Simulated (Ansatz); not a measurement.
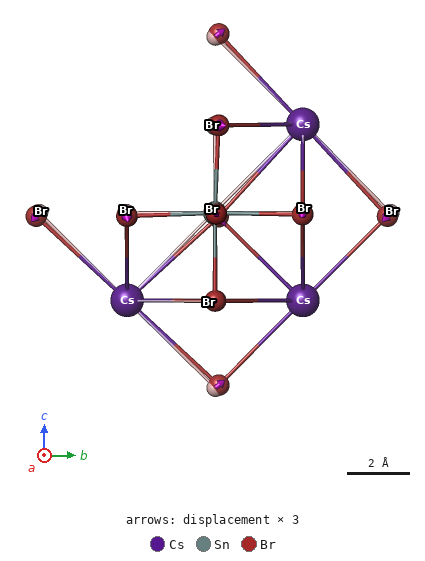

This is a relaxation of a defect cell of composition Cs$_{7}$Sn$_{8}$Br$_{24}$ (cell charge −1). The starting structure is drawn faded, the final one solid; purple arrows show the displacements, 3 times their true length.

The picture is a ball-and-stick view of the atoms within 5.8 Å of the atom that moves most (axes of the cell of the calculation (origin shifted)), seen along the a axis.

Computed with Ansatz, DFT, PBEsol, PAW, plane waves. (plane-wave cutoff 420 eV; k-point mesh 1 × 1 × 1; mesh shifted by (0.25, 0.25, 0.25); no spin polarisation; atoms relaxed in a fixed cell; force threshold 0.03 eV/Å; at most 80 steps)

### Describe the change and its energy.

The energy falls by 0.241 eV per cell of the calculation in 4 geometry steps. Largest force component: 0.45 eV/Å at the start, 0.012 eV/Å at the end. The largest moves, 0.20 Å, are those of Br atoms. By element the largest moves are Br 0.20 Å, Sn 0.08 Å, Cs 0.03 Å. The cell doesn't change. Among the contacts that change: Br–Cs 4.107 → 3.895 Å, Br–Cs 4.054 → 3.908 Å, Br–Cs 4.041 → 4.112 Å, Br–Cs 4.068 → 4.132 Å. Among the angles between lasting bonds that change: Br–Sn–Br 88.5° → 94.5°, Br–Sn–Br 89.3° → 95.0°, Br–Sn–Br 89.7° → 94.9°.

Limits of the set-up: the cell is charged, on a uniform background, and energies carry no finite-size correction.
